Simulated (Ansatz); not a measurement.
System: Ga₅O₈ (cell with a defect).

Input file:

```
crystal:
  lattice:
    - [4.758267985, -1.5236550137, 5.6478147156]
    - [6.1387111958, 4.5709650412, 0.0036337036]
    - [-1.3804432107, 6.0946200549, 5.6441810121]
  atoms:
    - { symbol: Ga, position: [0.8486624139, 0.8338738635, 0.8367602058] }
    - { symbol: Ga, position: [0.0986624139, 0.5838738635, 0.5867602058] }
    - { symbol: Ga, position: [0.5986624139, 0.0838738635, 0.0867602058] }
    - { symbol: Ga, position: [0.3486624139, 0.3338738635, 0.3367602058] }
    - { symbol: Ga, position: [0.9013375861, 0.4161261365, 0.4132397942] }
    - { symbol: Ga, position: [0.1513375861, 0.1661261365, 0.1632397942] }
    - { symbol: Ga, position: [0.6513375861, 0.6661261365, 0.6632397942] }
    - { symbol: Ga, position: [0.4013375861, 0.9161261365, 0.9132397942] }
    - { symbol: Ga, position: [0.2844114743, 0.534548851, 0.9201912304] }
    - { symbol: Ga, position: [0.7844114743, 0.034548851, 0.4201912304] }
    - { symbol: Ga, position: [0.5344114743, 0.284548851, 0.6701912304] }
    - { symbol: Ga, position: [0.7155885257, 0.465451149, 0.0798087696] }
    - { symbol: Ga, position: [0.9655885257, 0.215451149, 0.8298087696] }
    - { symbol: Ga, position: [0.4655885257, 0.715451149, 0.3298087696] }
    - { symbol: Ga, position: [0.2155885257, 0.965451149, 0.5798087696] }
    - { symbol: O, position: [0.9998595258, 0.0076735398, 0.7442097266] }
    - { symbol: O, position: [0.2498595258, 0.7576735398, 0.4942097266] }
    - { symbol: O, position: [0.7498595258, 0.2576735398, 0.9942097266] }
    - { symbol: O, position: [0.4998595258, 0.5076735398, 0.2442097266] }
    - { symbol: O, position: [0.7501404742, 0.2423264602, 0.5057902734] }
    - { symbol: O, position: [0.0001404742, 0.9923264602, 0.2557902734], spin: 0.25 }
    - { symbol: O, position: [0.5001404742, 0.4923264602, 0.7557902734] }
    - { symbol: O, position: [0.2501404742, 0.7423264602, 0.0057902734], spin: 0.25 }
    - { symbol: O, position: [0.0887022385, 0.5648587507, 0.3485314966], spin: 0.25 }
    - { symbol: O, position: [0.3387022385, 0.3148587507, 0.0985314966] }
    - { symbol: O, position: [0.8387022385, 0.8148587507, 0.5985314966] }
    - { symbol: O, position: [0.5887022385, 0.0648587507, 0.8485314966] }
    - { symbol: O, position: [0.6612977615, 0.6851412493, 0.9014685034] }
    - { symbol: O, position: [0.9112977615, 0.4351412493, 0.6514685034] }
    - { symbol: O, position: [0.4112977615, 0.9351412493, 0.1514685034] }
    - { symbol: O, position: [0.1612977615, 0.1851412493, 0.4014685034] }
    - { symbol: O, position: [0.4287531891, 0.9018001783, 0.6808381635] }
    - { symbol: O, position: [0.6787531891, 0.6518001783, 0.4308381635] }
    - { symbol: O, position: [0.1787531891, 0.1518001783, 0.9308381635] }
    - { symbol: O, position: [0.9287531891, 0.4018001783, 0.1808381635] }
    - { symbol: O, position: [0.3212468109, 0.3481998217, 0.5691618365] }
    - { symbol: O, position: [0.5712468109, 0.0981998217, 0.3191618365] }
    - { symbol: O, position: [0.0712468109, 0.5981998217, 0.8191618365] }
    - { symbol: O, position: [0.8212468109, 0.8481998217, 0.0691618365], spin: 0.25 }
  host:
    lattice:
      - [6.1387111958, -1.5236550137, 0.0036337036]
      - [6.1387111958, 1.5236550137, 0.0036337036]
      - [-1.3804432107, 0.0, 5.6441810121]
    atoms:
      - { symbol: Ga, position: [0.3412681387, 0.3412681387, 0.6854226197] }
      - { symbol: Ga, position: [0.6587318613, 0.6587318613, 0.3145773803] }
      - { symbol: Ga, position: [0.9094801626, 0.9094801626, 0.2046027047] }
      - { symbol: Ga, position: [0.0905198374, 0.0905198374, 0.7953972953] }
      - { symbol: O, position: [0.5037665328, 0.5037665328, 0.7440692525] }
      - { symbol: O, position: [0.4962334672, 0.4962334672, 0.2559307475] }
      - { symbol: O, position: [0.8267804946, 0.8267804946, 0.4372337351] }
      - { symbol: O, position: [0.1732195054, 0.1732195054, 0.5627662649] }
      - { symbol: O, position: [0.1652766837, 0.1652766837, 0.1095913527] }
      - { symbol: O, position: [0.8347233163, 0.8347233163, 0.8904086473] }
basis:
  ecutwfc: 420
  xc_grid: 2
kpoints:
  mp_grid: { grid: [2, 2, 2], shift: [0.5, 0.5, 0.5] }
hamiltonian:
  xc: pbesol
scf:
  occupations: { method: gaussian, width: 0.01 }
output:
  forces: true
  stress: false
  eigenvalues: true
  populations: true
  charged_corrections: { defect_position: [0.03441147, 0.78454885, 0.17019123] }
  write_density: true
  write_potential: true
  elf: true
  volumetric_format: npy
magnetization:
  spin_polarized: true
relax:
  adjacent_minimum: "off"
  f_tol: 0.025
  max_steps: 45
```

Command:

```sh
ansatz run input.yaml --threads 4 --pin off --max-ram 10240MiB --backend cpu --events-out ev --progress --plain --runs-dir out
```

The fields are those of the run's last geometry, not of the input's.

Spin-polarised.

Theory: DFT PBEsol, scalar-relativistic, plane waves, PAW (Ansatz 0.2.0).

Q: What can the converged valence pseudo-density, electron localisation function and spin density tell about the bonding?

A: Ga–O (1.85 Å): the density is about 0.83 e/Å³ at the midpoint; the ELF peaks at about 0.80 in the valence shell of O, 0.6 Å from its nucleus, and is about 0.40 at the midpoint.
Ga–O (1.85 Å): the density is about 0.83 e/Å³ at the midpoint; the ELF peaks at about 0.80 in the valence shell of O, 0.6 Å from its nucleus, and is about 0.40 at the midpoint.
Ga–O (1.94 Å): the density is about 0.66 e/Å³ at the midpoint; the ELF peaks at about 0.85 in the valence shell of O, 0.6 Å from its nucleus, and is about 0.35 at the midpoint.
Ga–O (1.94 Å): ρ is about 0.66 e/Å³ halfway; the ELF peaks at about 0.85 in the valence shell of O, 0.6 Å from its nucleus, and is about 0.35 at the midpoint.
The spin density sits on O: +0.6 μB (×3) in one cell of 39 atoms, with smaller moments on other sites: O (up to +0.22 μB): parallel main moments (a ferromagnetic arrangement) in this solution. The cell of the calculation (39 atoms) carries 3.0 μB of net spin moment.

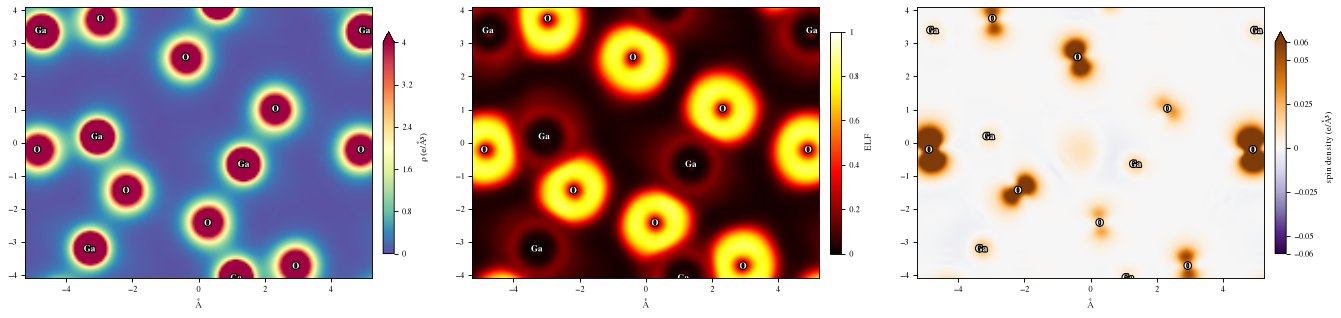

Computed valence pseudo-density, electron localisation function and spin density on the (111) plane of the calculation cell, in this order. 

Core electrons are frozen (PAW), and the valence fields are smoothed inside the atomic spheres.
